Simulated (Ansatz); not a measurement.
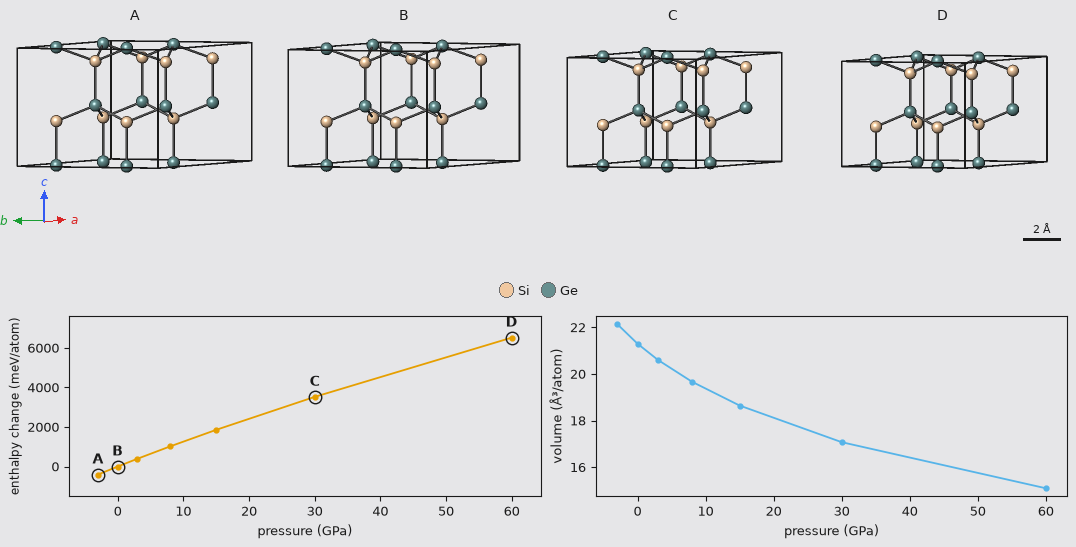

Members of a series of calculations on solid SiGe (set up in P6_3mc), marked on the first curve. Style: ball-and-stick. Shown: the cell of the calculation, repeated to show the pattern, from a free direction.

All numbers below come from Ansatz 0.2.0, DFT r2SCAN, scalar-relativistic, plane waves, PAW. Set-up: plane-wave cutoff 500 eV; occupations gaussian; no spin polarisation. The k-mesh is chosen for each cell (12×12×4, 12×12×6). Smearing widths differ between the runs.

Q: Describe the series.

A: The structure is relaxed at several pressures. A (pressure −3.0 GPa): enthalpy change −406 meV/atom, volume 22.15 Å³ per atom. B (pressure 0.0 GPa): enthalpy change 0.0 meV/atom, volume 21.30 Å³ per atom. C (pressure 30.0 GPa): enthalpy change 3524 meV/atom, volume 17.08 Å³ per atom. D (pressure 60.0 GPa): enthalpy change 6520 meV/atom, volume 15.10 Å³ per atom. The rest compares A with D. The drawn cell changes as follows: a = b 7.910 → 6.923 Å (−12.5 %), c 6.539 → 5.820 Å (−11.0 %); the volume changes by −31.8 %. Some distances before and after: Ge–Si 2.446 → 2.144 Å, Ge–Si 2.427 → 2.140 Å.
